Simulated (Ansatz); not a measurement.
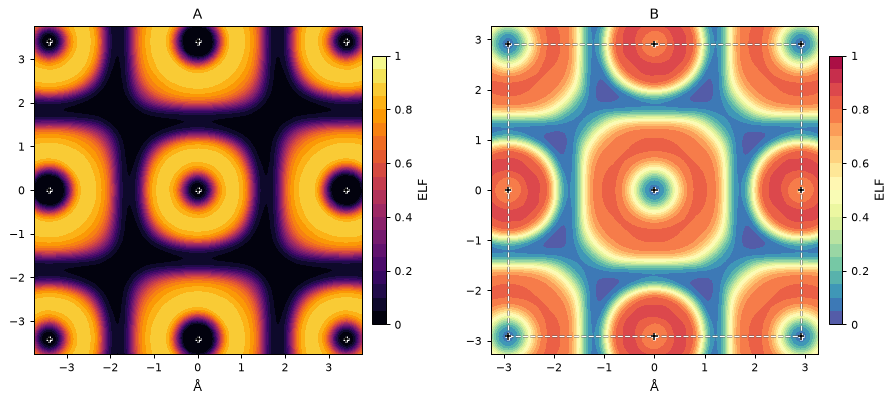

The ELF of 2 systems, each on a plane through atoms (crosses mark nuclei in the plane).

These are results of Ansatz 0.2.0, Kohn-Sham DFT of a periodic cell, LDA, Ansatz PAW, not measurements.

System 1: CaSe, the (001) plane of the conventional cell. Space group Fm-3m.

```yaml
crystal:
  lattice:
    - [5.83210, 0.00000, 0.00000]
    - [0.00000, 5.83210, 0.00000]
    - [0.00000, 0.00000, 5.83210]
  atoms:
    - { symbol: Se, position: [0.50000, 0.00000, 0.00000] }
    - { symbol: Se, position: [0.00000, 0.50000, 0.00000] }
    - { symbol: Se, position: [0.00000, 0.00000, 0.50000] }
    - { symbol: Se, position: [0.50000, 0.50000, 0.50000] }
    - { symbol: Ca, position: [0.00000, 0.00000, 0.00000] }
    - { symbol: Ca, position: [0.50000, 0.50000, 0.00000] }
    - { symbol: Ca, position: [0.50000, 0.00000, 0.50000] }
    - { symbol: Ca, position: [0.00000, 0.50000, 0.50000] }
```

System 2: RbBr, the (001) plane of the conventional cell. Space group Fm-3m.

```xyz
8
Lattice="6.8080 0.0000 0.0000 0.0000 6.8080 0.0000 0.0000 0.0000 6.8080" Properties=species:S:1:pos:R:3 pbc="T T T"
Rb    0.0000    0.0000    0.0000
Rb    3.4040    3.4040    0.0000
Rb    3.4040    0.0000    3.4040
Rb    0.0000    3.4040    3.4040
Br    3.4040    0.0000    0.0000
Br    0.0000    3.4040    0.0000
Br    0.0000    0.0000    3.4040
Br    3.4040    3.4040    3.4040
```

### Which map belongs to which system?

Panel A is system 2, RbBr: the plane holds Rb and Br. Rb–Br (3.40 Å): the ELF is about 0.10 at the midpoint; a largely ionic contact. Panel B is system 1, CaSe: the plane holds Se and Ca. Ca–Se (2.92 Å): the ELF is about 0.35 at the midpoint; a largely ionic contact.
